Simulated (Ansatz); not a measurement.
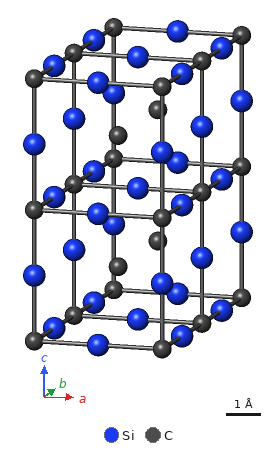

This is the input geometry for a relaxation of a crystal of Si$_{3}$C$_{2}$ (a generated structure, set up in Pm-3m). The picture is a ball-and-stick view of the cell of the calculation, repeated 1 × 2 × 2 with one cell outlined, seen slightly off an axis.

Theory: Ansatz, DFT PBE, scalar-relativistic, plane waves, PAW.

The input:
```yaml
crystal:
  lattice:
    - [4.0132555578, 0.0, 0.0]
    - [0.0, 4.0132555578, 0.0]
    - [0.0, 0.0, 4.0132555578]
  atoms:
    - { symbol: Si, position: [0.5, 0.0, 0.0] }
    - { symbol: Si, position: [0.0, 0.5, 0.0] }
    - { symbol: Si, position: [0.0, 0.0, 0.5] }
    - { symbol: C, position: [0.5, 0.5, 0.5] }
    - { symbol: C, position: [0.0, 0.0, 0.0] }
basis:
  ecutwfc: 420
kpoints:
  mp_grid: { grid: [10, 10, 10] }
hamiltonian:
  xc: pbe
scf:
  occupations: { method: gaussian, width: 0.1 }
output:
  forces: true
  stress: true
  eigenvalues: true
relax:
  adjacent_minimum: "off"
  f_tol: 0.01
  max_steps: 80
  cell: { stress_tol: 0.05 }
```

Command:
```bash
ansatz run input.yaml --threads 1 --pin off --max-ram 2560MiB --backend cpu --events-out ev --progress --plain --runs-dir out
```

Predict the outcome.

Answer. No atom moves by more than 0.005 Å relative to the cell. The drawn cell changes as follows: a = b = c 4.013 → 3.969 Å (−1.1 %); the volume changes by −3.3 %. Near-neighbour distances that change, for instance: Si1–C5 2.007 → 1.984 Å. The space group stays Pm-3m (No. 221). After 3 accepted moves (4 points after the start) the energy has fallen by 4.7 meV per atom. All forces vanish by symmetry, so only the cell relaxes. Pressure: −3.36 GPa at the start and −0.05 GPa at the end. At 1 point the geometry stayed and the basis and grid were re-selected for the new cell (energy shift of 0.3 meV per atom at most each time). Cost: 30 s on 1 thread of Arm Neoverse N1, on a shared host, peak memory 0.34 GiB.

Final geometry:

```
Si C
1.0
     3.96888    0.00000    0.00000
     0.00000    3.96888    0.00000
     0.00000    0.00000    3.96888
Si C
3 2
Direct
  0.50000 0.00000 0.00000
  0.00000 0.50000 0.00000
  0.00000 0.00000 0.50000
  0.50000 0.50000 0.50000
  0.00000 0.00000 0.00000
```

After the run, drawn alike:

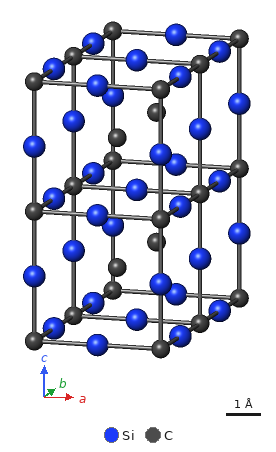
